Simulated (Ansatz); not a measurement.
Geometry optimisation.

Program: Ansatz.

```
crystal:
  lattice:
    - [3.3087978973, 0.0, 0.0]
    - [-1.6543989486, 2.865503035, 0.0]
    - [0.0, 0.0, 5.268]
  atoms:
    - { symbol: Sc, position: [0.3333333333, 0.6666666667, 0.25] }
    - { symbol: Sc, position: [0.6666666667, 0.3333333333, 0.75] }
basis:
  ecutwfc: 420
kpoints:
  mp_grid: { grid: [15, 15, 8] }
hamiltonian:
  xc: pbesol
scf:
  occupations: { method: gaussian, width: 0.1 }
output:
  forces: true
  stress: true
  eigenvalues: true
relax:
  adjacent_minimum: "off"
  f_tol: 0.005
  max_steps: 80
  cell: { stress_tol: 0.05 }
```

How does the optimisation go?

Answer. The optimisation met its thresholds at geometry 4, counting the start as the first. The energy fell by about 15 meV/atom from the first step to the last. All forces vanish by symmetry, so only the cell moves. The volume shrinks from 25.0 to 23.6 Å³ per atom (−5 %), overshooting to 23.4 at step 2, as the pressure goes from −2.8 GPa to about 0 GPa.

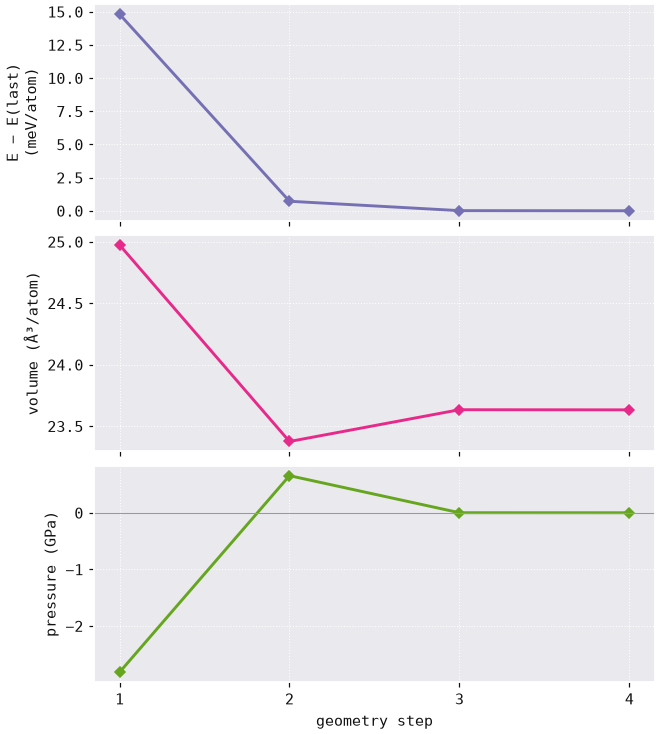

History of the run, step by step. Atoms and cell relax. A closing SCF on a freshly chosen basis isn't drawn.
